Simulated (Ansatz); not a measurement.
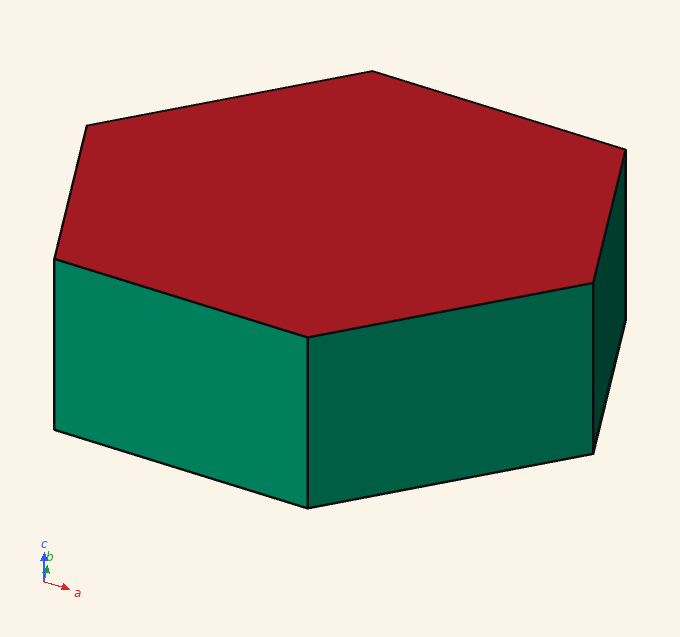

The shape was computed with the Donnay–Harker form of the Bravais–Friedel law: planes with larger spacing d grow more slowly and so show as larger faces; centring, glide planes and screw axes halve or divide d. Faces of one form share a colour. Cell of Ta3N: space group P-3m1 (No. 164), a = 3.032 Å, b = 3.032 Å, c = 7.524 Å, α = 90.00°, β = 90.00°, γ = 120.00°. The structure is the input geometry of an electronic-structure calculation and need not be at equilibrium. Forms under 0.4 % of the area are left out.

Which form is which colour?

Answer. red: {001} (d = 7.52 Å, 59 % of the area); teal: {100} (d = 2.63 Å, 41 % of the area).
